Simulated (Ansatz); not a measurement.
## Run report: WC, molecular dynamics (part 3 of 3)

Continued. System: WC (P-6m2, 16 atoms in the cell). Method: DFT r2SCAN, scalar-relativistic, plane waves, PAW, PAW set soft_1, no spin polarisation (Ansatz 0.2.0); cutoff 500 eV, 2×2×2 k-mesh, Fermi–Dirac smearing of 0.24 eV. The structure derives from an entry of the Crystallography Open Database. It belongs to a series of runs on one base structure; here: dynamics from the start.

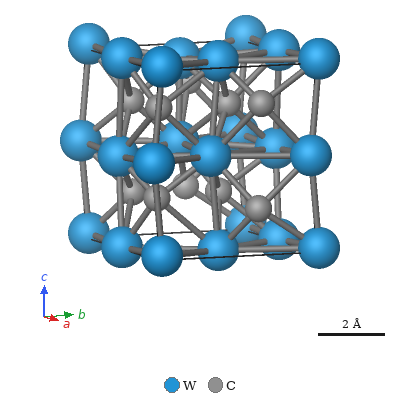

Fig. 1: The geometry at step 73 of the log (ball-and-stick view of the cell of the calculation, seen slightly off an axis).

Trajectory as extended XYZ, continued
```
16
Lattice="-2.9957 -5.1887 0.0000 4.4935 -2.5943 0.0000 0.0000 0.0000 5.8448" Properties=species:S:1:pos:R:3:forces:R:3 step=37 time_fs=27.8 energy=-85196.54068 temperature=1987.1
W    -0.0053   -5.2125   -0.0398    1.7069   1.1481   1.3865
C     1.4286   -4.1594    1.3660    0.2431  -0.9043   0.1794
W    -0.1503   -5.1737    3.0079    3.9138   0.8885  -2.6243
C     1.5745   -4.1650    4.2713   -0.4732  -1.3667   0.4107
W    -1.5413   -2.7266    0.0593   -0.6302   3.1025  -3.7204
C    -0.2676   -1.7515    1.2713    4.1390   1.8984   1.3729
W    -1.3784   -2.4620    2.7756   -3.6184  -1.1763   4.3668
C    -0.1164   -1.5612    4.4437    1.8553  -2.3344  -0.8318
W     1.5437   -2.4916   -0.1236   -0.9739  -1.5612   1.5325
C     2.9412   -1.5946    1.4185   -0.0431  -1.2027   0.3830
W     1.5139   -2.4453    2.8707   -0.3694  -2.4086   0.0843
C     3.1351   -1.8235    4.3530   -1.7683   2.0709   0.9378
W     0.1337   -0.0042    0.0850   -3.4351   0.7000  -1.4651
C    -1.5582   -4.2684    1.5569    0.4326  -0.6557  -0.1633
W    -0.0511   -0.0023    2.9942    0.8825   1.1070  -2.0580
C    -1.3673   -4.3437    4.4141   -1.8615   0.6942   0.2088
16
Lattice="-2.9957 -5.1887 0.0000 4.4935 -2.5943 0.0000 0.0000 0.0000 5.8448" Properties=species:S:1:pos:R:3:forces:R:3 step=46 time_fs=34.5 energy=-85196.04456 temperature=1909.8
W     0.0022   -5.2065   -0.0221    1.4253   1.6799   0.4475
C     1.5492   -4.0947    1.4279   -0.6842  -1.6095  -0.3569
W    -0.1773   -5.1550    2.9923    3.4552   0.9433  -1.2024
C     1.4839   -4.0831    4.3321    0.3905  -2.6755  -0.1614
W    -1.5727   -2.7433    0.0425    0.8870   3.8275  -1.4785
C    -0.1116   -1.7238    1.3761    1.6639   0.5699   0.0681
W    -1.3697   -2.4245    2.7736   -3.7300  -1.8329   3.9221
C    -0.0093   -1.5857    4.4327    0.6734  -1.9782  -0.7112
W     1.5617   -2.4725   -0.1655   -0.7413  -1.7672   3.0974
C     2.9053   -1.5945    1.3549    0.6910  -1.0338   1.3004
W     1.5339   -2.4448    2.8944   -0.6000  -1.8411  -0.6830
C     3.2356   -1.8847    4.3811   -3.7961   3.2392   1.6193
W     0.1402   -0.0385    0.0928   -3.3421   1.3708  -1.3803
C    -1.6335   -4.3529    1.6410    1.3759   1.2515  -1.2548
W    -0.0744    0.0026    3.0059    2.2248   0.3788  -2.6762
C    -1.4728   -4.2794    4.4550    0.1067  -0.5227  -0.5501
16
Lattice="-2.9957 -5.1887 0.0000 4.4935 -2.5943 0.0000 0.0000 0.0000 5.8448" Properties=species:S:1:pos:R:3:forces:R:3 step=55 time_fs=41.2 energy=-85195.26554 temperature=2084.6
W     0.0227   -5.1924   -0.0187    0.5698   1.6401   0.4317
C     1.5727   -4.0231    1.4660   -0.6458  -2.3606  -0.5751
W    -0.1972   -5.1356    2.9712    3.3886   0.9142  -0.1908
C     1.3880   -4.1611    4.4200    1.2226  -1.8020  -0.9832
W    -1.5968   -2.7512    0.0473    1.1870   4.2058  -0.3295
C     0.0694   -1.6816    1.4532   -0.7095  -0.1499   0.1087
W    -1.3618   -2.3974    2.7822   -3.3526  -2.1768   3.0699
C     0.0791   -1.6812    4.3845   -0.7346  -0.0040  -0.2084
W     1.5786   -2.4554   -0.2086   -0.5456  -2.3046   4.7924
C     2.8644   -1.5918    1.3542    1.5183  -0.5162   1.5559
W     1.5423   -2.4386    2.9220   -0.4264  -1.8705  -1.3298
C     3.2571   -1.8529    4.4383   -3.8604   2.5934   0.9669
W     0.1406   -0.0691    0.1104   -2.8982   1.8469  -1.6822
C    -1.6758   -4.3514    1.7081    1.5279   1.8405  -2.0566
W    -0.0859    0.0148    3.0157    2.3723   0.1695  -1.9710
C    -1.5728   -4.1974    4.5099    1.3868  -2.0258  -1.5990
16
Lattice="-2.9957 -5.1887 0.0000 4.4935 -2.5943 0.0000 0.0000 0.0000 5.8448" Properties=species:S:1:pos:R:3:forces:R:3 step=64 time_fs=48.0 energy=-85194.40379 temperature=2218.0
W     0.0401   -5.1742   -0.0151   -0.9411   1.3282   1.3134
C     1.5964   -3.9897    1.5333   -0.5392  -2.5670  -1.1735
W    -0.2209   -5.1127    2.9485    3.4834   0.4836   0.1214
C     1.2690   -4.3674    4.4101    2.7381   1.0852  -1.0267
W    -1.6171   -2.7458    0.0628    1.2944   3.7756  -0.2692
C     0.1697   -1.6824    1.4611   -1.4513   0.0684   0.6046
W    -1.3548   -2.3852    2.8060   -3.1182  -2.0103   2.7052
C     0.1659   -1.7446    4.3524   -2.7508   1.3839   0.1019
W     1.5968   -2.4500   -0.2497   -0.9028  -3.3271   6.9423
C     2.9112   -1.5458    1.3790    1.1325  -0.8121   1.7484
W     1.5608   -2.4306    2.9643   -0.1470  -1.5034  -3.0305
C     3.1743   -1.7336    4.5598   -1.2474   0.4879  -1.9891
W     0.1402   -0.0753    0.1250   -2.9452   1.9982  -1.4167
C    -1.6759   -4.2174    1.7269    0.9247   0.3208  -1.8535
W    -0.0967    0.0336    3.0126    1.9551   1.0837  -0.7733
C    -1.7047   -4.2019    4.5457    2.5149  -1.7957  -2.0048
16
Lattice="-2.9957 -5.1887 0.0000 4.4935 -2.5943 0.0000 0.0000 0.0000 5.8448" Properties=species:S:1:pos:R:3:forces:R:3 step=73 time_fs=54.8 energy=-85193.49232 temperature=2045.4
W     0.0619   -5.1460    0.0079   -1.7507   1.3640   2.0831
C     1.5401   -4.0018    1.5930    0.0560  -2.2957  -1.3548
W    -0.2466   -5.0953    2.9431    3.7153   0.0662   0.2355
C     1.2895   -4.5486    4.3765    2.6238   2.6296  -0.8691
W    -1.6455   -2.7393    0.0784    1.5490   3.5826  -1.4730
C     0.2365   -1.6731    1.5160   -1.7465   0.7063   0.0482
W    -1.3540   -2.3745    2.8353   -3.2075  -1.2708   2.9002
C     0.1325   -1.6918    4.3527   -2.2825   0.5777   0.5389
W     1.5928   -2.4635   -0.2710   -2.1668  -3.1506   8.3111
C     3.0460   -1.5344    1.4127   -0.0600  -0.8081   1.6161
W     1.5690   -2.4185    3.0047   -0.2495  -0.8742  -3.8469
C     3.0647   -1.6276    4.6664    1.1112  -0.7504  -4.1921
W     0.1424   -0.0526    0.1276   -3.3559   1.2422  -0.5377
C    -1.5961   -4.0558    1.6995    0.1567  -2.3155  -1.2924
W    -0.1203    0.0563    3.0034    2.3207   1.5761  -0.7145
C    -1.7759   -4.2702    4.5240    3.2866  -0.2792  -1.4525
16
Lattice="-2.9957 -5.1887 0.0000 4.4935 -2.5943 0.0000 0.0000 0.0000 5.8448" Properties=species:S:1:pos:R:3:forces:R:3 step=82 time_fs=61.5 energy=-85193.57202 temperature=2098.9
W     0.0856   -5.1117    0.0284   -1.8437   0.9977   1.5636
C     1.4732   -4.0427    1.6455    0.7100  -1.6789  -1.5206
W    -0.2618   -5.0823    2.9246    4.5664  -0.2464   0.9631
C     1.3659   -4.6449    4.3242    1.3744   3.0143  -0.1668
W    -1.6831   -2.7318    0.1042    2.1394   3.7376  -2.5711
C     0.2220   -1.6525    1.6168   -1.4599   1.2536  -1.4557
W    -1.3486   -2.3632    2.8763   -3.6547  -2.0510   2.2081
C     0.0161   -1.6018    4.3543   -0.4637  -0.7710   1.2476
W     1.5730   -2.4667   -0.2803   -1.9736  -1.9295   7.5524
C     3.1516   -1.5291    1.4800   -1.1253  -0.5265   0.5017
W     1.5698   -2.3966    3.0246   -0.8276  -0.8366  -3.3560
C     3.0021   -1.5358    4.6243    0.9943  -1.7304  -3.3410
W     0.1333   -0.0230    0.1304   -3.0624   0.4827  -0.7246
C    -1.4640   -4.0484    1.5965   -0.4369  -2.2228  -0.2862
W    -0.1395    0.0738    2.9935    2.7569   1.3861  -0.4676
C    -1.7111   -4.3651    4.4585    2.3062   1.1212  -0.1469
16
Lattice="-2.9957 -5.1887 0.0000 4.4935 -2.5943 0.0000 0.0000 0.0000 5.8448" Properties=species:S:1:pos:R:3:forces:R:3 step=92 time_fs=69.0 energy=-85193.26534 temperature=2327.4
W     0.1153   -5.0947    0.0287   -1.7393  -0.0018   0.3227
C     1.4722   -4.1249    1.6727    0.8778  -0.5620  -1.8234
W    -0.2639   -5.0695    2.9091    6.2779  -1.0309   1.8875
C     1.4708   -4.6947    4.2242   -0.5067   3.0118   1.4447
W    -1.7309   -2.7194    0.1242    3.4945   2.9690  -1.8162
C     0.1547   -1.5929    1.6901   -0.5884   0.8086  -2.3570
W    -1.3476   -2.3445    2.9475   -3.2217  -3.5995   0.2761
C    -0.1206   -1.5136    4.3706    1.2096  -1.4302   2.1576
W     1.5369   -2.4713   -0.2727   -1.0326  -0.6403   5.9619
C     3.1924   -1.5287    1.5706   -1.6433  -0.4142  -1.1632
W     1.5766   -2.3761    3.0305   -1.9325  -1.3038  -3.0409
C     2.9532   -1.4952    4.4844    0.4628  -1.9080  -0.6121
W     0.1054    0.0067    0.1311   -2.0748   0.1108  -1.1245
C    -1.3062   -4.1802    1.5168   -2.6977   1.0671  -1.4738
W    -0.1519    0.0948    3.0022    3.3145   1.0291  -0.1713
C    -1.5741   -4.4102    4.3769   -0.2001   1.8945   1.5320
16
Lattice="-2.9957 -5.1887 0.0000 4.4935 -2.5943 0.0000 0.0000 0.0000 5.8448" Properties=species:S:1:pos:R:3:forces:R:3 step=101 time_fs=75.8 energy=-85193.09288 temperature=1952.9
W     0.1405   -5.0707    0.0155   -2.0045  -0.8127  -0.3587
C     1.5403   -4.2120    1.6633   -0.0423   0.3732  -1.8616
W    -0.2339   -5.0515    2.9176    5.7824  -0.6071   0.8383
C     1.5718   -4.6390    4.1944   -3.0827   3.0954   2.4854
W    -1.7573   -2.6914    0.1218    4.8739   3.0925  -1.5691
C     0.1180   -1.5084    1.7154    0.0461  -0.4348  -2.2482
W    -1.3594   -2.3199    3.0008   -1.5441  -4.4026  -1.5531
C    -0.2235   -1.4961    4.4596    2.0061  -1.0417   1.8907
W     1.5105   -2.4840   -0.2503   -0.2375   0.1077   4.9575
C     3.1975   -1.5852    1.5849   -1.9195   0.3636  -1.5811
W     1.5967   -2.3623    3.0368   -3.1853  -2.1275  -3.6103
C     2.9347   -1.5041    4.3389    0.3772  -0.7801   1.9277
W     0.0904    0.0292    0.1334   -1.6250  -0.0722  -0.8939
C    -1.2502   -4.2127    1.3783   -2.5334   0.7868   0.3763
W    -0.1601    0.1020    3.0217    3.7426   1.0237  -0.0452
C    -1.5373   -4.3588    4.3615   -0.6538   1.4358   1.2451
16
Lattice="-2.9957 -5.1887 0.0000 4.4935 -2.5943 0.0000 0.0000 0.0000 5.8448" Properties=species:S:1:pos:R:3:forces:R:3 step=110 time_fs=82.5 energy=-85193.73312 temperature=2930.6
W     0.1663   -5.0416    0.0032   -3.1477  -1.1779  -0.3025
C     1.6016   -4.2945    1.5801   -1.2136   1.1839  -0.3494
W    -0.1803   -5.0240    2.9408    3.9216  -0.2319  -0.2694
C     1.5399   -4.5376    4.2373   -2.4639   3.2498   1.6722
W    -1.7681   -2.6592    0.1242    6.3638   3.5288  -2.2045
C     0.1204   -1.4652    1.6369   -0.0200  -1.4683  -0.2849
W    -1.3855   -2.3024    3.0458   -0.6972  -3.6045  -1.8906
C    -0.2916   -1.5116    4.6391    1.8788  -0.6610  -0.5419
W     1.4765   -2.4900   -0.2186    0.2739   0.5968   4.6408
C     3.1188   -1.6465    1.5807   -1.0212   0.7910  -1.0730
W     1.6110   -2.3500    3.0361   -2.8941  -2.1172  -3.3008
C     2.9454   -1.4672    4.3442    0.0166  -0.9850   1.5012
W     0.0803    0.0395    0.1452   -1.7899   0.7406  -0.9747
C    -1.2566   -4.2066    1.2167   -1.4873  -0.5792   3.6952
W    -0.1427    0.1085    3.0318    2.8268   0.6026   0.2320
C    -1.5266   -4.2518    4.4229   -0.5464   0.1314  -0.5495
```

This output came from the following input.

Input
```yaml
crystal:
  lattice:
    - [-2.995677, -5.188665, 0.0]
    - [4.493515, -2.594332, 0.0]
    - [0.0, 0.0, 5.84477]
  atoms:
    - { symbol: W, position: [0.75, 0.5, 0.0] }
    - { symbol: C, position: [0.5, 0.6666667, 0.25] }
    - { symbol: W, position: [0.75, 0.5, 0.5] }
    - { symbol: C, position: [0.5, 0.6666667, 0.75] }
    - { symbol: W, position: [0.5, 0.0, 0.0] }
    - { symbol: C, position: [0.25, 0.1666667, 0.25] }
    - { symbol: W, position: [0.5, 0.0, 0.5] }
    - { symbol: C, position: [0.25, 0.1666667, 0.75] }
    - { symbol: W, position: [0.25, 0.5, 0.0] }
    - { symbol: C, position: [0.0, 0.6666667, 0.25] }
    - { symbol: W, position: [0.25, 0.5, 0.5] }
    - { symbol: C, position: [0.0, 0.6666667, 0.75] }
    - { symbol: W, position: [0.0, 0.0, 0.0] }
    - { symbol: C, position: [0.75, 0.1666667, 0.25] }
    - { symbol: W, position: [0.0, 0.0, 0.5] }
    - { symbol: C, position: [0.75, 0.1666667, 0.75] }
basis:
  ecutwfc: 500.0
kpoints:
  mp_grid: { grid: [2, 2, 2] }
hamiltonian:
  xc: r2scan
  pseudopotentials: { kind: paw, azcp: { folder: soft_1 } }
scf:
  occupations: { method: fermi_dirac, width: 0.24 }
  lower_state_search: "off"
md:
  timestep: 0.75
  n_steps: 110
  ensemble: nvt_langevin
  temperature: 2800.0
  initial_velocities: maxwell_boltzmann
  seed: 835956
  friction: 0.02
```

Run as:
```bash
ansatz run input.yaml --threads 2 --pin off --max-ram 5120MiB --backend cpu --events-out ev --progress --plain --runs-dir out
```

Results in brief

| quantity | value |
| --- | --- |
| outcome | finished |
| mean temperature over the second half | 2176 K |
| trajectory | 110 steps, 82.5 fs |
| ensemble | nvt_langevin |
| temperature in the input | 2800.0 K |
| time step | 0.75 fs |
| space group of the start (tolerance 0.01 Å) | P-6m2 (187) |
| electrons treated | 144 |
| potential energy (free energy of the electrons) (last step) | −85193.7331 eV |
| Fermi energy (last step) | 18.751 eV |
| largest force (length of the vector) (last step) | 7.603 eV/Å |
| hardware | 2 threads of Arm Neoverse V1, 24 GiB of memory available, shared host |
| wall time | 24 min (CPU time 48 min) |
| peak memory | 0.99 GiB |

Remarks

Spin–orbit coupling is left out, which matters for W. The k-point mesh is coarse for a cell of this size, so the results may not be converged. So short a trajectory is not equilibrated. The logged temperature at the start can lie below the typed one, since it is counted over all degrees of freedom.
